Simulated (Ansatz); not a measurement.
The Ansatz input:

```
crystal:
  lattice:
    - [-2.0116331885, 2.0116331885, 4.4088862371]
    - [2.0116331885, -2.0116331885, 4.4088862371]
    - [2.0116331885, 2.0116331885, -4.4088862371]
  atoms:
    - { symbol: Sc, position: [0.0, 0.0, 0.0] }
    - { symbol: Al, position: [0.75, 0.25, 0.5] }
    - { symbol: Al, position: [0.25, 0.75, 0.5] }
    - { symbol: Al, position: [0.5, 0.5, 0.0] }
basis:
  ecutwfc: 420
kpoints:
  mp_grid: { grid: [14, 14, 14] }
  band_path:
    path:
      - [[0.0, 0.0, 0.0], [0.0, 0.0, 0.5], [0.25, 0.25, 0.25], [0.0, 0.5, 0.0], [0.0, 0.0, 0.0], [0.5, 0.5, -0.5], [0.3020451, 0.6979549, -0.3020451]]
      - [[-0.3020451, 0.3020451, 0.3020451], [0.0, 0.0, 0.0]]
      - [[0.0, 0.0, 0.5], [-0.10409019, 0.10409019, 0.5]]
      - [[0.5, 0.5, -0.10409019], [0.5, 0.5, -0.5]]
    npoints: 14
hamiltonian:
  xc: pbe
scf:
  occupations: { method: gaussian, width: 0.1 }
  n_extra_bands: 10
output:
  forces: true
  stress: true
  eigenvalues: true
  populations: true
  dos: { projected: true, de: 0.02, nscf_kmesh: { grid: [21, 21, 21] } }
  bader: true
  write_density: true
  write_potential: true
  elf: true
  volumetric_format: npy
```

Launched with:
```bash
ansatz run input.yaml --threads 1 --pin off --max-ram 2560MiB --backend cpu --events-out ev --progress --plain --runs-dir out
```

What will the band structure look like? The path is Γ–X–P–N–Γ–M–S|S0–Γ|X–R|G–M.

A metal: 3 bands cross the Fermi level along this path. Bands cross the Fermi level on Γ–X, P–N, N–Γ, Γ–M, M–S, S0–Γ and G–M, and not on X–P and X–R. At M the nearest levels lie 0.98 eV below and 0.22 eV above the Fermi level.

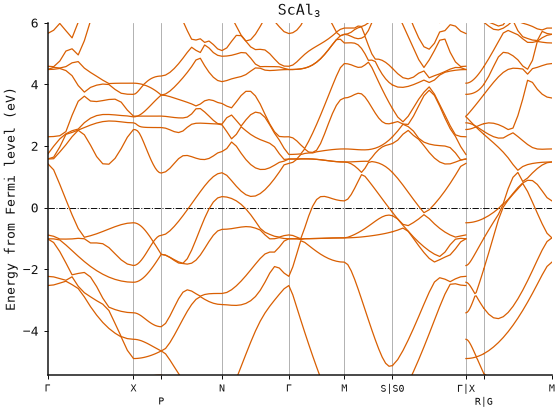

Band structure. Energies are counted from the Fermi level.
